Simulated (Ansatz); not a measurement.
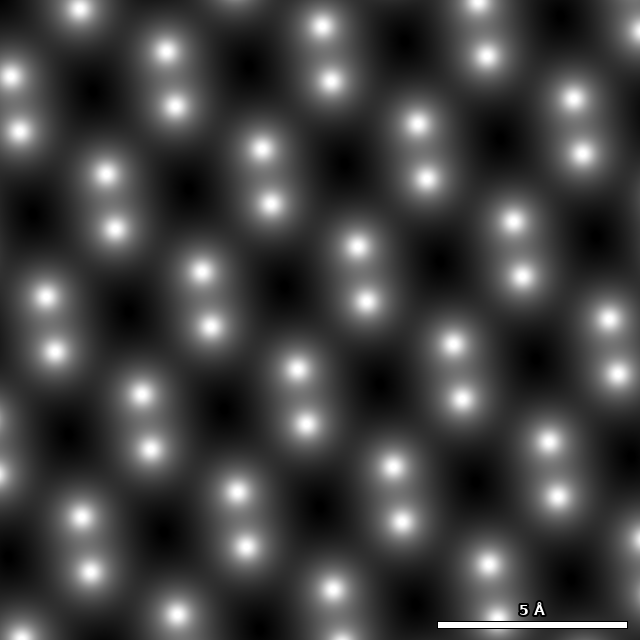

Map of the projected electrostatic potential of a crystal. Computed as the sum of neutral-atom potentials (tabulated electron scattering factors, B = 0.8 Å²) projected along the beam and smoothed by 0.25 Å; brighter is more positive. The display is stretched by a gamma of 0.6; percentages refer to the linear signal.

What two-dimensional lattice does the image show, and how large is its cell?

Answer. The pattern repeats on a centred rectangular net of 4.2 × 5.9 Å.

What is the plane group of the image?

Answer. c2mm: perpendicular mirror lines on a centred net, with further twofold points between them.

How many columns does the smallest repeating cell hold, and how many levels of brightness?

Answer. 2 columns in the primitive cell of 12.5 Å², all of one brightness.

The crystal is Al (Fd-3m, No. 227) seen along [110]. Structure used: the geometry given to an electronic-structure calculation, possibly off equilibrium; the starting structure was generated, so it need not be a known form of this composition.
